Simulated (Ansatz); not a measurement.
# Pd: geometry relaxation (part 3 of 3)

Pd (Fm-3m, 1 atom in the cell); DFT with r2SCAN, PAW plane waves, spin–orbit coupling (Ansatz 0.2.0); cutoff 500 eV, 10×10×10 k-mesh, Fermi–Dirac smearing. The structure is a generated one, with these elements put on the sites of a known structure type; it need not be a known phase.

Geometry of the input (Å; fractional positions):
```
0.0000  1.9981  1.9981
1.9981  0.0000  1.9981
1.9981  1.9981  0.0000
Pd 0.0000  0.0000  0.0000
```

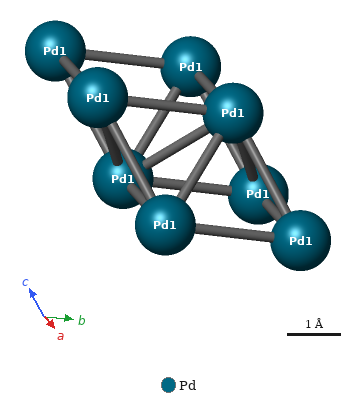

Figure 1. The geometry at step 5 of the log (ball-and-stick view of the reduced cell, seen at an oblique angle; atoms are numbered from 1 in the order of the input).

## Trajectory as extended XYZ (Å, eV, eV/Å), 8 frames, from step=1 to step=8
```
1
Lattice="0.0000 1.9981 1.9981 1.9981 0.0000 1.9981 1.9981 1.9981 0.0000" Properties=species:S:1:pos:R:3:forces:R:3 step=1 energy=-6978.47815 pressure_GPa=-9.81
Pd    0.0000    0.0000    0.0000    0.0000   0.0000   0.0000
1
Lattice="-0.0000 1.9163 1.9163 1.9163 -0.0000 1.9163 1.9162 1.9162 0.0000" Properties=species:S:1:pos:R:3:forces:R:3 step=2 energy=-6978.48109 pressure_GPa=13.05 accepted=F
Pd    0.0000    0.0000    0.0000    0.0000   0.0000   0.0000
1
Lattice="-0.0000 1.9613 1.9613 1.9613 -0.0000 1.9613 1.9613 1.9613 0.0000" Properties=species:S:1:pos:R:3:forces:R:3 step=3 energy=-6978.51176 pressure_GPa=-1.69
Pd    0.0000    0.0000    0.0000    0.0000   0.0000   0.0000
1
Lattice="-0.0000 1.9540 1.9540 1.9540 -0.0000 1.9540 1.9540 1.9540 0.0000" Properties=species:S:1:pos:R:3:forces:R:3 step=4 energy=-6978.51280 pressure_GPa=0.32
Pd    0.0000    0.0000    0.0000    0.0000   0.0000   0.0000
1
Lattice="-0.0000 1.9551 1.9552 1.9551 -0.0000 1.9552 1.9551 1.9551 0.0000" Properties=species:S:1:pos:R:3:forces:R:3 step=5 energy=-6978.51278 pressure_GPa=-0.01
Pd    0.0000    0.0000    0.0000    0.0000   0.0000   0.0000
1
Lattice="-0.0000 1.9551 1.9552 1.9551 -0.0000 1.9552 1.9551 1.9551 0.0000" Properties=species:S:1:pos:R:3:forces:R:3 step=6 energy=-6978.51125 pressure_GPa=-0.08
Pd    0.0000    0.0000    0.0000    0.0000   0.0000   0.0000
1
Lattice="-0.0000 1.9549 1.9549 1.9549 -0.0000 1.9549 1.9549 1.9549 0.0000" Properties=species:S:1:pos:R:3:forces:R:3 step=7 energy=-6978.51126 pressure_GPa=-0.00
Pd    0.0000    0.0000    0.0000    0.0000   0.0000   0.0000
1
Lattice="-0.0000 1.9549 1.9549 1.9549 -0.0000 1.9549 1.9549 1.9549 0.0000" Properties=species:S:1:pos:R:3:forces:R:3 step=8 energy=-6978.51126 pressure_GPa=-0.00
Pd    0.0000    0.0000    0.0000    0.0000   0.0000   0.0000
```

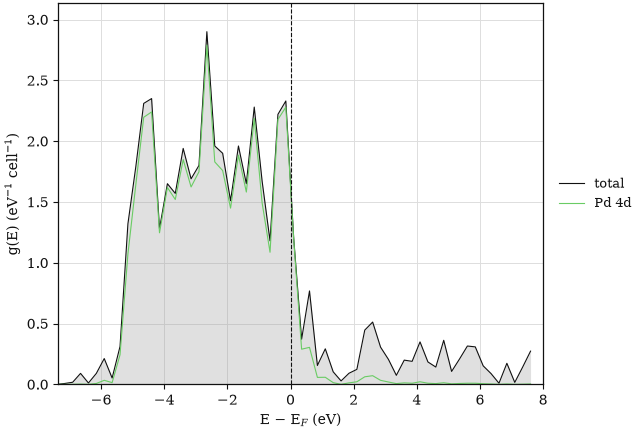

Figure 2. Density of states (projected on Löwdin-orthogonalised atomic shells), with energies from the Fermi level. There are states at the Fermi level: a metal at this level of theory.

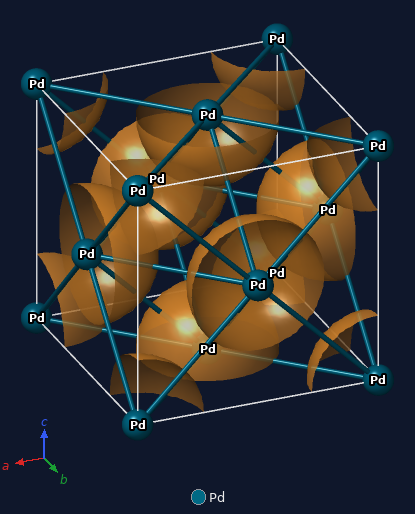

Figure 3. Isosurface of the valence charge density (pseudo) at 0.5 e/Å³ (orange), seen at an oblique angle. Sticks mark near contacts. The outline is the cell set on symmetry axes. At this value the density breaks into separate islands; it holds about 85 % of the electrons treated as valence (semicore included). It is pinched off along the Pd–Pd (2.76 Å) contacts. On the grid the lowest density along these lines, outside the cores, is 0.29 e/Å³ (Pd–Pd, 2.76 Å). Core electrons are frozen (PAW), so the fields are smoothed inside the atomic spheres.

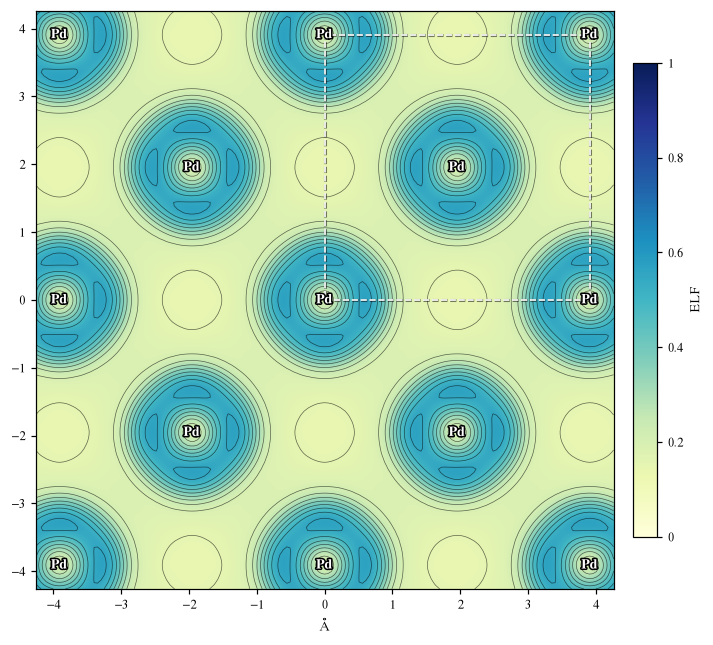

Figure 4. Electron localisation function on the (100) plane of the conventional cell. The plane passes through Pd nuclei. Pd–Pd (2.76 Å): the ELF is about 0.20 at the midpoint; no shared electron pair. The strong features right at Pd lie inside the PAW spheres (semicore, d or f shells) and say nothing about bonding.

## Results in brief

| quantity | value |
| --- | --- |
| outcome | converged |
| space group (tolerance 0.01 Å) | Fm-3m (225) |
| electrons treated | 18 |
| free energy | −6978.5113 eV |
| Fermi energy | 19.319 eV |
| net moment of the cell | 0.00 μB |
| integrated absolute moment | 0.00 μB |
| pressure | 0.00 GPa |
| final volume | 14.94 Å³ |
| electronic character | metal |
| largest force (length of the vector) at the end | under 0.001 eV/Å |
| final cell | a = 2.765 Å, b = 2.765 Å, c = 2.765 Å, α = 60.00°, β = 60.00°, γ = 60.00° |
| wall time | 4.7 min (CPU time 9.4 min) |
| peak memory | 0.62 GiB |

## Remarks

Warnings of the run: some starting moments were not kept.
